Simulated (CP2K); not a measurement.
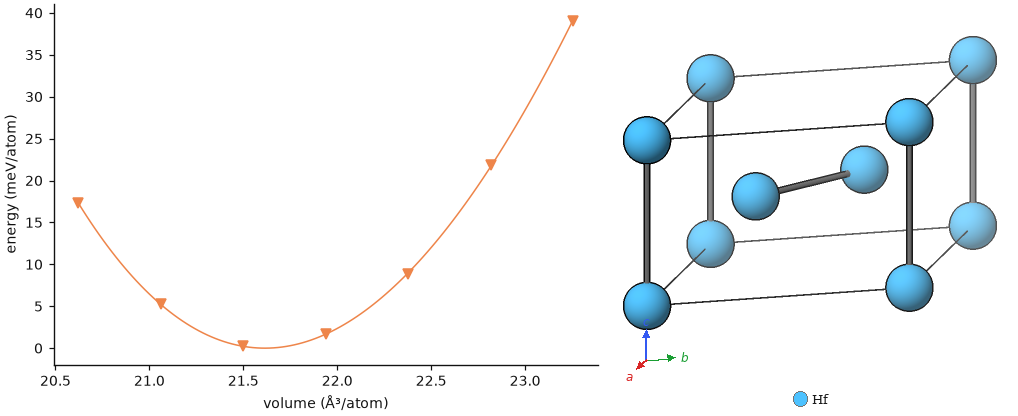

The plot gives the computed energy against volume for Hf, space group P6/mmm (No. 191). The conventional cell is drawn beside the plot.

Structure:
```cif
data_structure
_symmetry_space_group_name_H-M 'P 1'
_symmetry_Int_Tables_number 1
_cell_length_a 4.9623
_cell_length_b 4.9623
_cell_length_c 3.0862
_cell_angle_alpha 90.000
_cell_angle_beta 90.000
_cell_angle_gamma 120.000
_cell_volume 65.82
loop_
_atom_site_label
_atom_site_type_symbol
_atom_site_fract_x
_atom_site_fract_y
_atom_site_fract_z
_atom_site_occupancy
Hf1 Hf 0.00000 0.00000 0.00000 1
Hf2 Hf 0.33333 0.66667 0.50000 1
Hf3 Hf 0.66667 0.33333 0.50000 1
```

Calculation (CP2K 2026.2): DFT in Gaussian orbitals with a plane-wave density, no spin polarisation; energies at scaled volumes of the given cell, shape and fractions fixed, counted from the fit's minimum, third-order Birch-Murnaghan fit. Level: PBEsol.

- k mesh: 6×6×9
- occupations: Fermi–Dirac
- smearing width: 0.05 eV
- potentials: GTH PBE with UZH TZVP basis
- density cutoff: 6123 eV
- program settings: ngrids 5, basis sets Hf TZVP-MOLOPT-PBE-GTH-q12, cutoff ry 450 Ry, rel cutoff ry 60 Ry

From this curve and the settings, what does the calculation give for the pressure at the same points?

The pressure falls from 5.74 GPa at volume 20.62 Å³/atom to −7.26 GPa at 23.25 Å³/atom, and changes sign near 21.62 Å³/atom.

| volume (Å³/atom) | pressure (GPa) |
| --- | --- |
| 20.62 | 5.74 |
| 21.06 | 3.07 |
| 21.50 | 0.63 |
| 21.94 | −1.61 |
| 22.38 | −3.67 |
| 22.82 | −5.55 |
| 23.25 | −7.26 |

Limits of the calculation: shape and atomic fractions are frozen while scaling, which makes layered, chain and framework solids too stiff.
